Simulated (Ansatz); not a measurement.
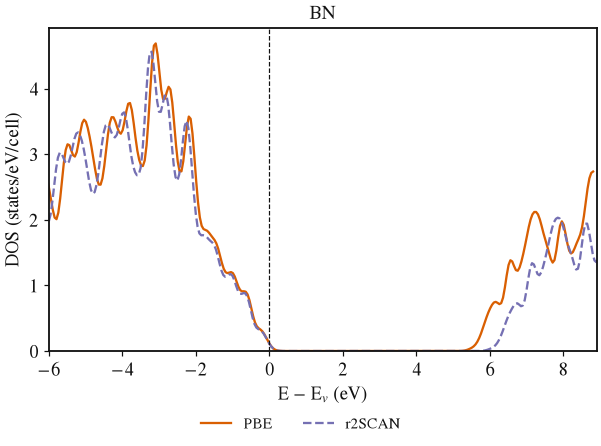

Total densities of states of BN, space group P6_3mc, 8 atoms in the cell, 4H polytype type, by two methods on the same cell. The curves are built from the levels of the k mesh with Gaussians 0.3 eV wide, which also blur the band edges. Each is counted from its own valence-band top.

Question: How do the methods compare?

Answer: PBE gives a gap of 5.53 eV and r2SCAN gives a gap of 6.08 eV.

Settings. PBE: DFT, PBE, plane waves, PAW, no spin polarisation, 12×12×4 k mesh, 420 eV cutoff (Ansatz). r2SCAN: DFT, r2SCAN, plane waves, PAW, no spin polarisation, 12×12×4 k mesh, 500 eV cutoff (Ansatz).
